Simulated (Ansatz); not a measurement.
## Re: an electron-density study

Space group R-3m; the calculation finds a residual pressure of about 4 GPa at this fixed cell. This isn't the usual form at ambient conditions. The cell comes from a database of computed structures, not from a measurement.

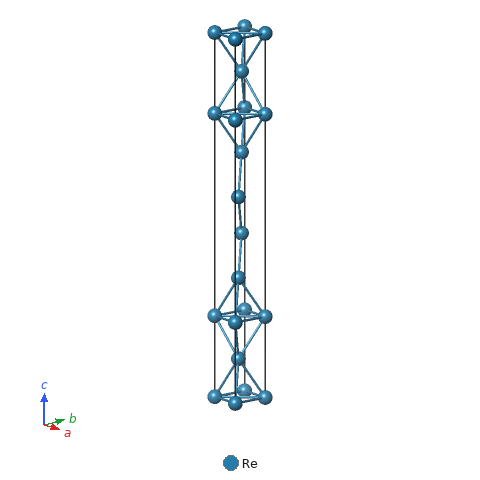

The conventional cell.

The calculation's input:

```
crystal:
  lattice:
    - [1.3839231524, 0.7990084046, 6.6986080885]
    - [-1.3839231524, 0.7990084046, 6.6986080885]
    - [0.0, -1.5980168092, 6.6986080885]
  atoms:
    - { symbol: Re, position: [0.0, 0.0, 0.0] }
    - { symbol: Re, position: [0.22217388, 0.22217388, 0.22217388] }
    - { symbol: Re, position: [0.77782612, 0.77782612, 0.77782612] }
basis:
  ecutwfc: 420
  fft_grid_basis: typed
kpoints:
  mp_grid: { grid: [15, 15, 15] }
hamiltonian:
  xc: pbe
scf:
  occupations: { method: gaussian, width: 0.05 }
output:
  forces: true
  stress: true
  eigenvalues: true
  bader: true
  write_density: true
  volumetric_format: npy
  elf: true
```

Run with:

```sh
ansatz run input.yaml --threads 1 --pin off --max-ram 2560MiB --backend cpu --events-out ev --progress --plain --runs-dir out
```

The picture shows the conventional cell (a = 2.77 Å, b = 2.77 Å, c = 20.10 Å, α = 90.00°, β = 90.00°, γ = 120.00°).

These are results of DFT PBE, scalar-relativistic, plane waves, PAW (Ansatz), not measurements.

Core electrons are frozen (PAW), so the maps are meaningful between the atoms, not at the nuclei.

Part 1: Bonding charge

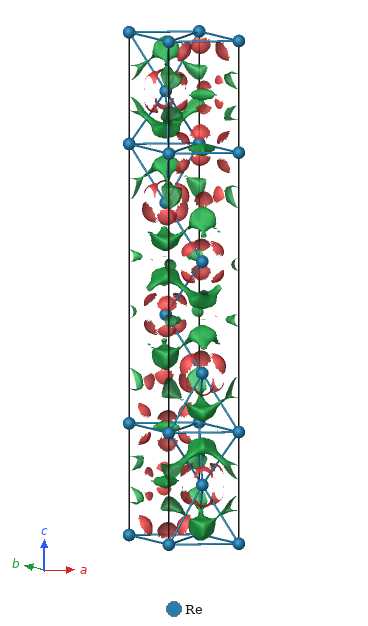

Bonding charge density, ρ(crystal) − Σ ρ(neutral atoms): green surfaces at +0.05 and red ones at −0.05 e/Å³, in the conventional cell seen at an oblique angle (the regions close to the nuclei are left out). Cores are masked to 0.9 Å (Re).

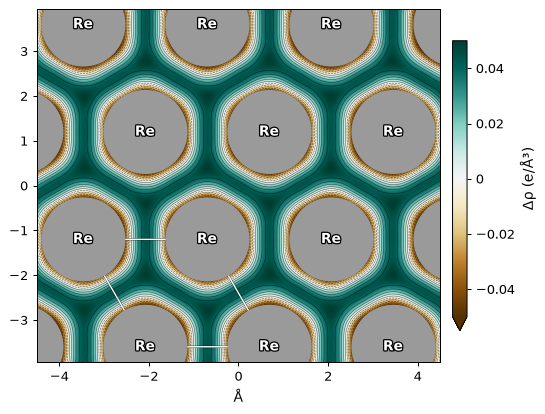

Also shown: a map on the (001) plane of the conventional cell, with grey discs over the atomic cores.

> What does the deformation density say about the bonding?

Re–Re (2.74 Å): Δρ is +0.06 e/Å³ at the midpoint.
Over the whole cell, outside the masked cores, the largest gain, 0.06 e/Å³, lies 1.7 Å from a rhenium nucleus, and the largest loss lies at the edge of the masked core of Re.
In all about 0.26 e an atom is rearranged against the free atoms.

Part 2: One group of states

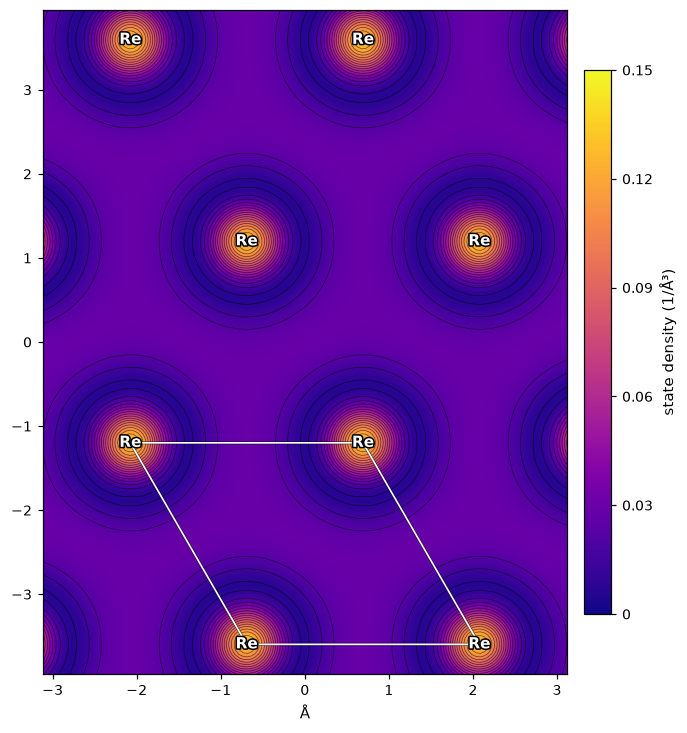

Density of the Kohn–Sham states from −9.9 to −6.6 eV about the Fermi level (the lower third of the occupied valence band), scaled to one electron a cell: a map on the (001) plane of the conventional cell.

> Describe these states.

Projected on a minimal set of atomic orbitals (Löwdin), they are Re 6s (80 %) and Re 5d (15 %).

Part 3: Moving an atom

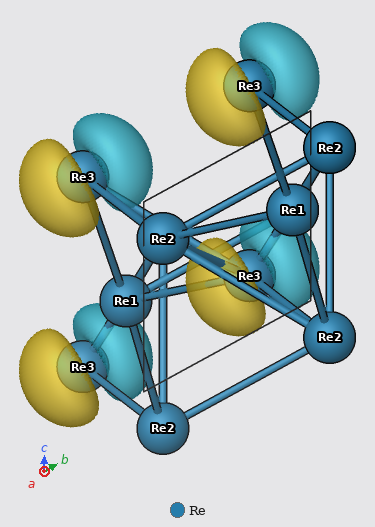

Re: one atom of the 3-atom cell (and its periodic copies) was moved a little. Density after less density before, yellow at +0.3 and cyan at −0.3 e/Å³, seen along the a axis; cell a = 6.89 Å, b = 6.89 Å, c = 6.89 Å, α = 23.19°, β = 23.19°, γ = 23.19°. The lobes lie largely inside the PAW sphere, where the density is a smoothed one.

> Which atom moved, and which way?

Re3 moved towards the yellow lobe, down and to the left in the picture. In the run the shift was 0.10 Å along [1 −1 0] in the axes of the cell drawn.

> What restoring force does the calculation give for this move?

The force on it changes by 0.46 eV/Å along the move, against it: a stiffness of about 4.6 eV/Å² for this sublattice shift.

Part 4: Change of volume

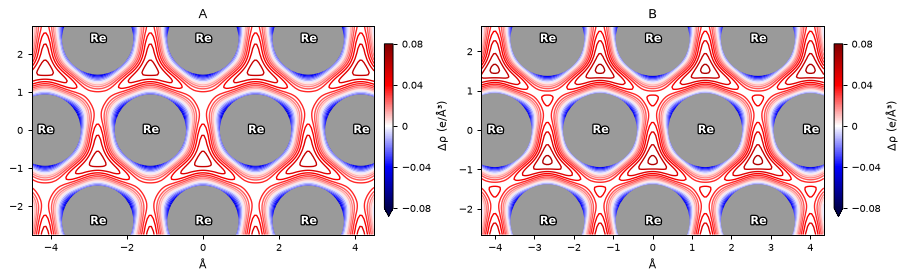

Re: deformation density on the (001) plane of the conventional cell at two volumes, with the same fractional coordinates and one colour scale. Grey discs cover the cores. Panel B has 90 % of the volume of panel A.

> What changes between the database cell and the scaled one?

From A to B, Re–Re goes from 2.74 to 2.65 Å, and Δρ at its midpoint from +0.055 to +0.058 e/Å³.
- The pressure is 4 GPa in A and 54 GPa in B.
- The rearranged charge is 0.26 e an atom in A and 0.25 e in B.

Part 5: Putting it together

The two pressures give a mean stiffness −ΔP/Δln V of about 478 GPa over this range, with the atoms held at their fractional positions.

Run times: 52 s (base cell), 20 s (state densities), 3.8 min (moved atom) and 57 s (scaled cell), on 1 thread of Arm Neoverse V1, with other jobs on the host.
